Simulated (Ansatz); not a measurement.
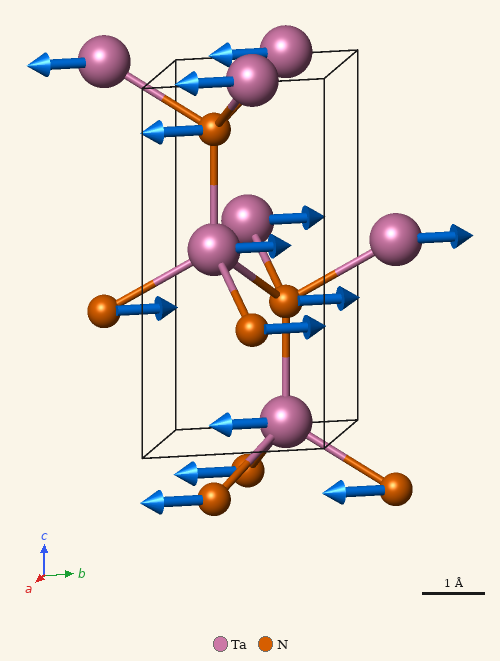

The lowest optical mode of solid TaN, space group P6₃mc (No. 186), at the zone centre. Displacements are drawn as blue arrows; their common scale and sign are arbitrary. A ball-and-stick model of the cell of the calculation, seen slightly off an axis.

These are results of DFT PBE, scalar-relativistic, plane waves, PAW in Ansatz 0.2.0, not measurements. (plane-wave cutoff 420 eV; k-point mesh 18 × 18 × 8; occupations fermi dirac; smearing width 0.15 eV; no spin polarisation)

The frequencies depend somewhat on the k-mesh and the smearing.

**Is this crystal at a minimum with respect to the drawn distortion?**

Yes: this softest mode has a real frequency, and so have all others here. That speaks for this wave vector alone: the rest of the zone wasn't checked in this run. This is the E₂ mode (doubly degenerate; one member of the set is drawn) at 10.5 meV, the lowest optical level, Raman-active by symmetry. All motion is along b; atoms of one kind move against one another, with no net shift of any sublattice; it mainly bends the N–Ta bonds; the kinetic energy is shared as Ta 92 %, N 8 %.
